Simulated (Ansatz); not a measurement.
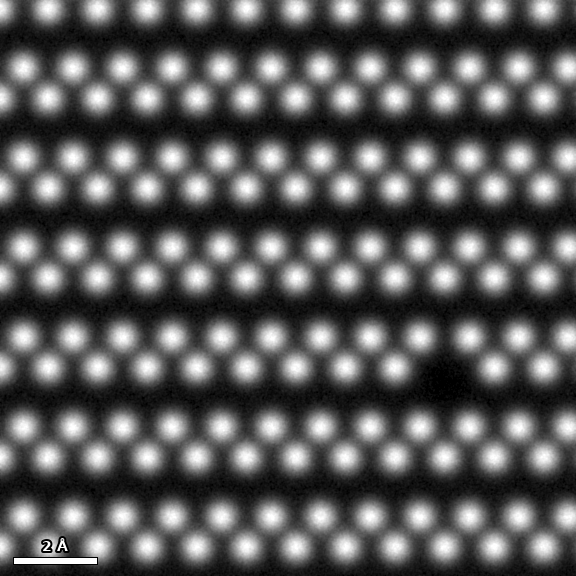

HAADF-like image of Cu (P6_3/mmc, No. 194) along [102]. Simulated incoherent Z contrast: every atom adds Z^1.8 spread by a probe of 0.51 Å full width; channelling and multiple scattering are left out. The probe carries 15 % of its weight in a tail 2.5 times as wide. The display is stretched by a gamma of 0.65; percentages refer to the linear signal. Shot noise was added.

The sample is 1 repeat (8.6 Å) thick. One point defect was put into the perfect crystal, without relaxing the atoms around it. Brightness is counted from the darkest point of the image. Host structure: the end point of a relaxation with DFT, PBEsol, plane waves (420 eV) with PAW, scalar-relativistic (Ansatz 0.2.0); the starting structure was generated, so it need not be a known form of this composition.

> Where is the defect (in Å from the left and the top edge), and what does its contrast suggest?

At about 11 Å from the left and 9 Å from the top. The column has all but vanished there, which points to a vacancy or a much lighter atom. The column holds 1 atom (Cu) through the sample, and one Cu atom is missing, so its peak vanishes.
